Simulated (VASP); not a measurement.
## Band edges against the vacuum: BP(110)

Aim: ionisation energy and electron affinity of BP(110), from a slab and a bulk run lined up through core potentials.

Main program and level: VASP 6.6.1; PBE; plane waves and PAW (B, P).

### 1. The starting structure

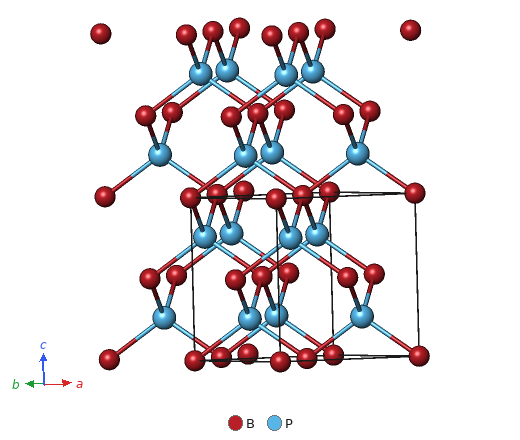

The cell as given, from a free direction (boron red, phosphorus blue). 1×2×2 cells are drawn. This picture shows the conventional cell, with its axes. Bonds to atoms that aren't drawn are left out. Some periodic images of atoms are drawn too.

### 2. Relaxing the bulk crystal

First cell and atoms are relaxed at a raised cutoff, so that later runs start from this functional's own cell.

Contents of INCAR:

```
SYSTEM = BP
PREC = Accurate
ENCUT = 420
EDIFF = 1E-06
NELM = 120
ISMEAR = 0
SIGMA = 0.03
LREAL = .FALSE.
ALGO = Normal
GGA = PE
NBANDS = 10
LORBIT = 11
LWAVE = .FALSE.
LCHARG = .FALSE.
KPAR = 4
IBRION = 2
NSW = 40
ISIF = 3
EDIFFG = -0.02
POTIM = 0.4
```

Contents of POSCAR:

```
BP
1.0
    0.0000000000      2.2700000000      2.2700000000
    2.2700000000      0.0000000000      2.2700000000
    2.2700000000      2.2700000000      0.0000000000
B P
1 1
Direct
    0.0000000000      0.0000000000      0.0000000000
    0.2500000000      0.2500000000      0.2500000000
```

Contents of KPOINTS:

```
Automatic mesh
0
Gamma
7 7 7
0 0 0
```

PAW data sets: B and P (PBE family, release 64).

On the command line:

```
mpirun -np 4 vasp_std
```

The program printed:

```text
[banner, memory and clock lines left out]
running    4 mpi-ranks, on    1 nodes
 distrk:  each k-point on    1 cores,    4 groups
 distr:  one band on    1 cores,    1 groups

 POSCAR found type information on POSCAR B P
 POSCAR found :  2 types and       2 ions
 LDA part: xc-table for (Slater+PW92), standard interpolation
 POSCAR, INCAR and KPOINTS ok, starting setup
 FFT: planning ... GRIDC
 FFT: planning ... GRID_SOFT
 FFT: planning ... GRID
 WAVECAR not read
 entering main loop
       N       E                     dE             d eps       ncg     rms          rms(c)
DAV:   1     0.601133323649E+01    0.60113E+01   -0.35943E+03   400   0.606E+02
DAV:   2    -0.131705728925E+02   -0.19182E+02   -0.17988E+02   562   0.995E+01
DAV:   3    -0.136295289685E+02   -0.45896E+00   -0.45827E+00   498   0.144E+01
DAV:   4    -0.136310941698E+02   -0.15652E-02   -0.15648E-02   478   0.919E-01
DAV:   5    -0.136311021624E+02   -0.79925E-05   -0.79923E-05   488   0.656E-02    0.720E+00
DAV:   6    -0.130225019142E+02    0.60860E+00   -0.14523E+00   448   0.557E+00    0.390E+00
DAV:   7    -0.129318725100E+02    0.90629E-01   -0.23970E-01   510   0.260E+00    0.131E+00
DAV:   8    -0.129239216113E+02    0.79509E-02   -0.28435E-02   460   0.987E-01    0.205E-01
DAV:   9    -0.129242375233E+02   -0.31591E-03   -0.65703E-04   452   0.185E-01    0.123E-01
DAV:  10    -0.129244400242E+02   -0.20250E-03   -0.28607E-04   482   0.110E-01    0.289E-02
DAV:  11    -0.129244500856E+02   -0.10061E-04   -0.11058E-05   532   0.235E-02    0.321E-02
DAV:  12    -0.129244510082E+02   -0.92255E-06   -0.39186E-06   444   0.106E-02
   1 F= -.12924451E+02 E0= -.12924451E+02  d E =-.129245E+02
 curvature:   0.00 expect dE= 0.000E+00 dE for cont linesearch  0.000E+00
 trial: gam= 0.00000 g(F)=  0.216E-48 g(S)=  0.717E-03 ort = 0.000E+00 (trialstep = 0.100E+01)
 search vector abs. value=  0.717E-03
 bond charge predicted
       N       E                     dE             d eps       ncg     rms          rms(c)
DAV:   1    -0.129250435133E+02   -0.59343E-03   -0.11651E-02   446   0.689E-01    0.130E-01
DAV:   2    -0.129247622474E+02    0.28127E-03   -0.59011E-04   446   0.128E-01    0.712E-02
DAV:   3    -0.129246829729E+02    0.79274E-04   -0.16041E-04   452   0.611E-02    0.199E-02
DAV:   4    -0.129246754446E+02    0.75283E-05   -0.65037E-06   464   0.155E-02    0.157E-02
DAV:   5    -0.129246730857E+02    0.23590E-05   -0.16124E-06   322   0.775E-03    0.721E-03
DAV:   6    -0.129246727948E+02    0.29088E-06   -0.10111E-07   206   0.240E-03
   2 F= -.12924673E+02 E0= -.12924673E+02  d E =-.221787E-03
 trial-energy change:   -0.000222  1 .order   -0.000226   -0.000717    0.000265
 step:   0.7252(harm=  0.7301)  dis= 0.00000  next Energy=   -12.924709 (dE=-0.258E-03)
 bond charge predicted
       N       E                     dE             d eps       ncg     rms          rms(c)
DAV:   1    -0.129247361691E+02   -0.63083E-04   -0.88037E-04   448   0.190E-01    0.371E-02
DAV:   2    -0.129247148212E+02    0.21348E-04   -0.44855E-05   442   0.353E-02    0.204E-02
DAV:   3    -0.129247096764E+02    0.51448E-05   -0.12250E-05   450   0.169E-02    0.532E-03
DAV:   4    -0.129247096732E+02    0.31207E-08   -0.47753E-07   210   0.424E-03
   3 F= -.12924710E+02 E0= -.12924710E+02  d E =-.258665E-03
 curvature:  -0.36 expect dE=-0.720E-08 dE for cont linesearch -0.720E-08
 trial: gam= 0.00000 g(F)=  0.806E-48 g(S)=  0.197E-07 ort =-0.376E-05 (trialstep = 0.945E+00)
 search vector abs. value=  0.198E-07
 reached required accuracy - stopping structural energy minimisation
```

Run time: 4.2 s. Hardware: 4 MPI ranks of Intel Xeon Platinum 8488C (Sapphire Rapids), shared host; peak memory 0.5 GiB.

The logs omit lines about the potential files and the build; timing stands in the text.

OUTCAR, selected parts (step 2):

```text
ion  position               nearest neighbor table
   1  0.000  0.000  0.000-   2 1.97   2 1.97   2 1.97   2 1.97
   2  0.250  0.250  0.250-   1 1.97   1 1.97   1 1.97   1 1.97

  LATTYP: Found a face centered cubic cell.
 ALAT       =     4.5400000000

 Subroutine GETGRP returns: Found 24 space group operations
 (whereof 24 operations were pure point group operations)

The static configuration has the point symmetry T_d .

 Found     20 irreducible k-points:

   k-points           NKPTS =     20   k-points in BZ     NKDIM =     20   number of bands    NBANDS=     10

   dimension x,y,z NGX =    24 NGY =   24 NGZ =   24
   dimension x,y,z NGXF=    48 NGYF=   48 NGZF=   48

   ENCUT  =  420.0 eV  30.87 Ry    5.56 a.u.   5.36  5.36  5.36*2*pi/ulx,y,z

   NELECT =       8.0000    total number of electrons

 k-points in reciprocal lattice and weights: Automatic mesh
   0.00000000  0.00000000  0.00000000       0.003
   0.14285714  0.00000000  0.00000000       0.023
   0.28571429  0.00000000  0.00000000       0.023
   0.42857143  0.00000000  0.00000000       0.023
   0.14285714  0.14285714  0.00000000       0.017
   0.28571429  0.14285714  0.00000000       0.070
   0.42857143  0.14285714  0.00000000       0.070
  -0.42857143  0.14285714  0.00000000       0.070
  -0.28571429  0.14285714  0.00000000       0.070
[...]
-0.42857143  0.42857143  0.14285714       0.070
  -0.28571429  0.42857143  0.14285714       0.070

 average (electrostatic) potential at core
       1 -24.8717       2 -81.3426

 E-fermi :   7.5530

 k-point     1 :       0.0000    0.0000    0.0000
  band No.  band energies     occupation
      1      -8.0430      2.00000
      2       7.3651      2.00000
      3       7.3651      2.00000
      4       7.3651      2.00000
      5      10.7558      0.00000
      6      10.7558      0.00000
      7      10.7558      0.00000
      8      14.6486      0.00000
      9      18.8371      0.00000
    ...

 k-point     2 :       0.1429    0.0000    0.0000
  band No.  band energies     occupation
      1      -7.6782      2.00000
      2       5.1031      2.00000
      3       6.8390      2.00000
      4       6.8390      2.00000
      5      11.3278      0.00000
      6      11.4803      0.00000
      7      11.4803      0.00000
      8      15.6573      0.00000
      9      18.4362      0.00000
    ...

 k-point     3 :       0.2857    0.0000    0.0000
  band No.  band energies     occupation
      1      -6.6194      2.00000
      2       1.7071      2.00000
      3       6.0877      2.00000
      4       6.0877      2.00000
      5      11.2933      0.00000
      6      12.1970      0.00000
      7      12.1970      0.00000
      8      17.2139      0.00000
      9      18.6048      0.00000
    ...

  Total       -0.0005840     -0.0005840     -0.0005840      0.0000000      0.0000000      0.0000000
  in kB       -0.0398071     -0.0398071     -0.0398071      0.0000000      0.0000000      0.0000000
  external PRESSURE =      -0.0398071 kB  Pullay stress =       0.0000000 kB

  energy-cutoff  :      420.00
  volume of cell :       23.50
      direct lattice vectors                 reciprocal lattice vectors
    -0.000000000  2.273534116  2.273534116    -0.219921925  0.219921925  0.219921925
     2.273534116  0.000000000  2.273534116     0.219921925 -0.219921925  0.219921925
     2.273534116  2.273534116 -0.000000000     0.219921925  0.219921925 -0.219921925

 POSITION                                       TOTAL-FORCE (eV/Angst)
 -----------------------------------------------------------------------------------
      0.00000      0.00000      0.00000        -0.000000     -0.000000     -0.000000
      1.13677      1.13677      1.13677         0.000000      0.000000      0.000000
 -----------------------------------------------------------------------------------
    total drift:                                0.000000      0.000000      0.000000

  FREE ENERGIE OF THE ION-ELECTRON SYSTEM (eV)
  ---------------------------------------------------
  free  energy   TOTEN  =       -12.9247096732 eV

  energy  without entropy=      -12.9247096732  energy(sigma->0) =      -12.92470967

 reached required accuracy - stopping structural energy minimisation

 total charge
# of ion       s       p       d       tot
------------------------------------------
    1        0.666   1.267   0.000   1.933
    2        0.992   1.574   0.000   2.566
--------------------------------------------------
tot          1.658   2.841   0.000   4.499

[... 3 further parts left out ...]
```

CONTCAR:

```
BP
   1.00000000000000
    -0.0000000000000000    2.2735341159562497    2.2735341159562497
     2.2735341159562497    0.0000000000000000    2.2735341159562497
     2.2735341159562497    2.2735341159562497   -0.0000000000000000
  B               P
     1     1
Direct
     0.0000000000000000    0.0000000000000000    0.0000000000000000
     0.2500000000000000    0.2500000000000000    0.2500000000000000
```

The run keeps the 24 symmetry operations of its start, so it cannot find a distortion of lower symmetry.

Relaxation path:

```csv
step,energy less that of the first step (eV),largest force (eV/Å),pressure (GPa),volume (Å³)
1,0.0000,0.0000,0.76,23.39
2,-0.0002,0.0000,-0.28,23.55
3,-0.0003,0.0000,0.00,23.50
```

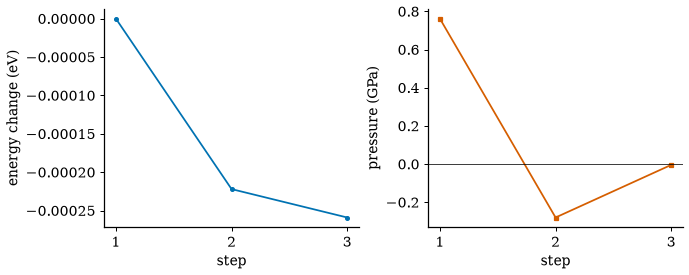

Energy and pressure along the relaxation.

```csv
"conventional cell, symmetrised",before,after,change
a (Å),4.540,4.547,+0.2 %
b (Å),4.540,4.547,+0.2 %
c (Å),4.540,4.547,+0.2 %
volume (Å³/atom),11.70,11.75,+0.5 %
```

The relaxed structure:

```xyz
2
Lattice="0.0000 2.2735 2.2735 2.2735 0.0000 2.2735 2.2735 2.2735 0.0000" Properties=species:S:1:pos:R:3 pbc="T T T"
B     0.0000    0.0000    0.0000
P     1.1368    1.1368    1.1368
```

This step gave:

| Quantity | Value |
| --- | --- |
| electronic cycles | 22 |
| electrons | 8 |
| free energy (TOTEN) | -12.92 eV |
| Fermi energy | 7.553 eV |

The run ended after 3 ionic steps, 0.000 eV below its first step, once forces and stress met EDIFFG = -0.02.

### 3. Band edges of the bulk

A static bulk run at the slab's cutoff gives the band edges and the core potentials that tie them to the slab.

Contents of INCAR:

```
SYSTEM = BP
PREC = Normal
ENCUT = 360
EDIFF = 1E-06
NELM = 120
ISMEAR = 0
SIGMA = 0.03
LREAL = .FALSE.
ALGO = Normal
GGA = PE
NBANDS = 10
LORBIT = 11
LWAVE = .FALSE.
LCHARG = .FALSE.
KPAR = 4
```

Contents of POSCAR:

```
BP
1.0
    0.0000000000      2.2735341160      2.2735341160
    2.2735341160      0.0000000000      2.2735341160
    2.2735341160      2.2735341160      0.0000000000
B P
1 1
Direct
    0.0000000000      0.0000000000      0.0000000000
    0.2500000000      0.2500000000      0.2500000000
```

Contents of KPOINTS:

```
Automatic mesh
0
Gamma
16 16 16
0 0 0
```

On the command line:

```
mpirun -np 4 vasp_std
```

The program printed:

```text
[... set-up lines as in an earlier step ...]
 entering main loop
       N       E                     dE             d eps       ncg     rms          rms(c)
DAV:   1     0.340834096917E+01    0.34083E+01   -0.32307E+03  2924   0.536E+02
DAV:   2    -0.132762020026E+02   -0.16685E+02   -0.15951E+02  4108   0.903E+01
DAV:   3    -0.136219602592E+02   -0.34576E+00   -0.34510E+00  3550   0.123E+01
DAV:   4    -0.136232478577E+02   -0.12876E-02   -0.12875E-02  3562   0.874E-01
DAV:   5    -0.136232537474E+02   -0.58897E-05   -0.58896E-05  3584   0.523E-02    0.715E+00
DAV:   6    -0.130254326363E+02    0.59782E+00   -0.14288E+00  3230   0.545E+00    0.388E+00
DAV:   7    -0.129367263363E+02    0.88706E-01   -0.23260E-01  3706   0.255E+00    0.131E+00
DAV:   8    -0.129288793210E+02    0.78470E-02   -0.28009E-02  3350   0.963E-01    0.203E-01
DAV:   9    -0.129291906378E+02   -0.31132E-03   -0.64819E-04  3318   0.184E-01    0.121E-01
DAV:  10    -0.129293898622E+02   -0.19922E-03   -0.28391E-04  3448   0.109E-01    0.287E-02
DAV:  11    -0.129293999160E+02   -0.10054E-04   -0.11409E-05  3716   0.237E-02    0.316E-02
DAV:  12    -0.129294008384E+02   -0.92245E-06   -0.37660E-06  3238   0.104E-02
   1 F= -.12929401E+02 E0= -.12929401E+02  d E =-.309778E-23
```

Elapsed: 3.2 s, on 4 MPI ranks; peak memory 0.48 GiB; 10 s of CPU time.

Parts of OUTCAR (step 3):

```text
  LATTYP: Found a face centered cubic cell.
 ALAT       =     4.5470682320

The static configuration has the point symmetry T_d .

 Found    145 irreducible k-points:

   k-points           NKPTS =    145   k-points in BZ     NKDIM =    145   number of bands    NBANDS=     10

   dimension x,y,z NGX =    16 NGY =   16 NGZ =   16
   dimension x,y,z NGXF=    32 NGYF=   32 NGZF=   32

   ENCUT  =  360.0 eV  26.46 Ry    5.14 a.u.   4.97  4.97  4.97*2*pi/ulx,y,z

   NELECT =       8.0000    total number of electrons

 E-fermi :   7.5596

 k-point     1 :       0.0000    0.0000    0.0000
  band No.  band energies     occupation
      1      -8.0447      2.00000
      2       7.3632      2.00000
      3       7.3632      2.00000
      4       7.3632      2.00000
      5      10.7551      0.00000
      6      10.7551      0.00000
      7      10.7551      0.00000
      8      14.6456      0.00000
      9      18.8352      0.00000
    ...

 k-point     2 :       0.0625    0.0000    0.0000
  band No.  band energies     occupation
      1      -7.9746      2.00000
      2       6.7843      2.00000
      3       7.2379      2.00000
      4       7.2379      2.00000
      5      10.9281      0.00000
      6      10.9281      0.00000
      7      10.9887      0.00000
      8      14.8573      0.00000
      9      19.0688      0.00000
    ...

  Total       -0.0315969     -0.0315969     -0.0315969     -0.0000000      0.0000000     -0.0000000
  in kB       -2.1538763     -2.1538763     -2.1538763     -0.0000000      0.0000000     -0.0000000
  external PRESSURE =      -2.1538763 kB  Pullay stress =       0.0000000 kB

  energy-cutoff  :      360.00
  volume of cell :       23.50
      direct lattice vectors                 reciprocal lattice vectors
     0.000000000  2.273534116  2.273534116    -0.219921925  0.219921925  0.219921925
     2.273534116  0.000000000  2.273534116     0.219921925 -0.219921925  0.219921925
     2.273534116  2.273534116  0.000000000     0.219921925  0.219921925 -0.219921925

  FREE ENERGIE OF THE ION-ELECTRON SYSTEM (eV)
  ---------------------------------------------------
  free  energy   TOTEN  =       -12.9294008384 eV

  energy  without entropy=      -12.9294008384  energy(sigma->0) =      -12.92940084

 total charge
# of ion       s       p       d       tot
------------------------------------------
    1        0.668   1.268   0.000   1.936
    2        0.993   1.573   0.000   2.565
--------------------------------------------------
tot          1.661   2.841   0.000   4.502

[... 3 parts as in an earlier step ...]

[... 6 further parts left out ...]
```

The gap is read on the k-mesh alone, so it is an upper bound where the band edges lie off the mesh.

Numbers from this step:

* electronic cycles: 12
* free energy (TOTEN): -12.93 eV
* Fermi energy: 7.560 eV
* metallic: no
* gap on the k-mesh: 1.257 eV
* least direct gap on the k-mesh: 3.392 eV

[end of part 1 of 3]

[Lines on the potential files, build, host, timing and source positions are cut from VASP's logs without a mark.]

[Logs are printed without paths, hosts, clocks, repeated set-up lines and the standing remarks that a program may print on its own settings, such as how far it seeks lower states.]

[Hosts, paths, dates, database ids (printed as entryN), source tags and the programs' standing remarks are cut or masked in the printed files.]

[Runs that stopped without an error message from VASP are left out.]
